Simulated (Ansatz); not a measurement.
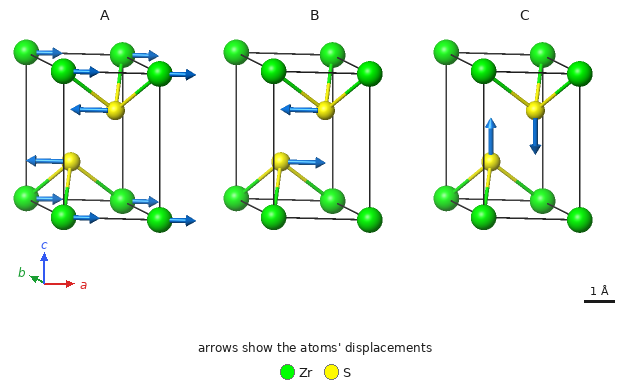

Three optical modes of solid ZrS2 relaxed at 25 GPa at the zone centre, in no order (one member of each degenerate set). The blue arrows are the displacements of the atoms (eigenvector over the root of the mass), of arbitrary overall length and sign. Style: ball-and-stick. Shown: the cell of the calculation, slightly off an axis.

These are results of Ansatz, DFT PBE+D3(BJ), scalar-relativistic, plane waves, PAW, not measurements. Settings: plane-wave cutoff 420 eV; k-point mesh 12 × 12 × 8; occupations fermi dirac; smearing width 0.15 eV; target pressure 25 GPa; no spin polarisation.

The frequencies depend somewhat on the k-mesh and the smearing.

Order them from the lowest to the highest frequency (imaginary ones first).

A (223 cm⁻¹), B (273 cm⁻¹), C (418 cm⁻¹). A, E_u: The S sublattice moves against the Zr sublattice, along a; the kinetic energy is shared as S 59 %, Zr 41 %. B, E_g: The Zr atoms stay at rest; all motion is along a; atoms of one kind move against one another, with no net shift of their sublattice. C, A₁g: The Zr atoms stay at rest; all motion is along c; atoms of one kind move against one another, with no net shift of their sublattice. The crystal is metallic in this run.
